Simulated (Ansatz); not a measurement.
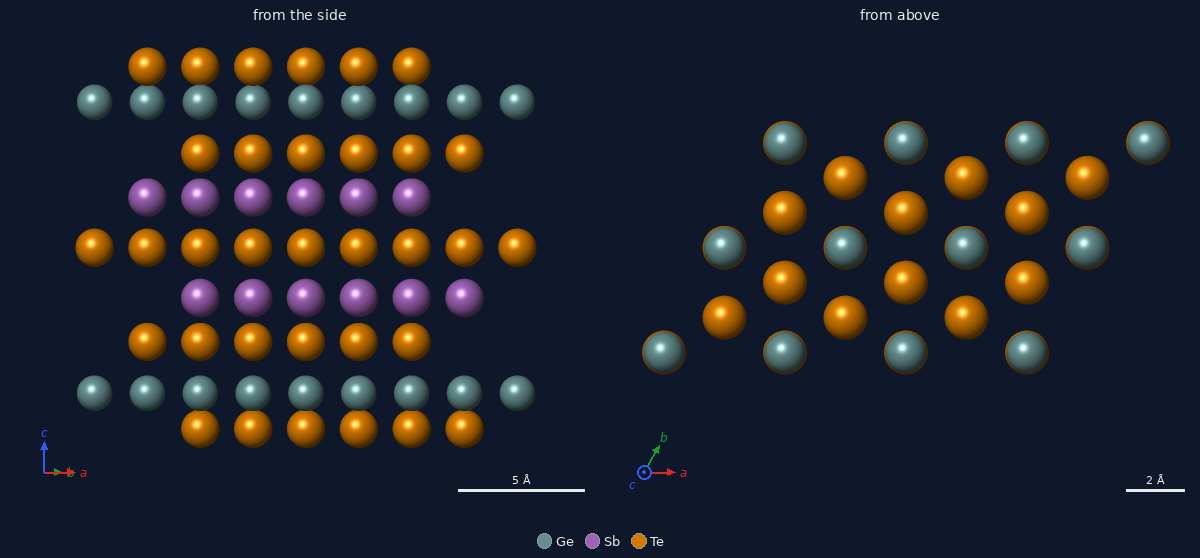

A spheres-only picture of a periodic slab, seen from the side and from above. The surface normal points up in side views; the vacuum is left out. 3×2 cells are drawn in the plane, with atoms at the edges repeated.

The cell holds 2 Ge, 2 Sb, 5 Te.

Q: Which species face the vacuum on either side?

A: The top face ends in Te, the bottom face in Te. The two faces are alike.

Q: What is its extent along the surface normal?

A: About 14 Å from the lowest to the highest atom.

Q: Name the atomic layers in order from the top face down.

A: Nine planes: Te / Ge / Te / Sb / Te / Sb / Te / Ge / Te.

Origin of the cell: a structure listed in the Materials Project. The cell was then strained or its atoms displaced on purpose. It went into a calculation with Ansatz.
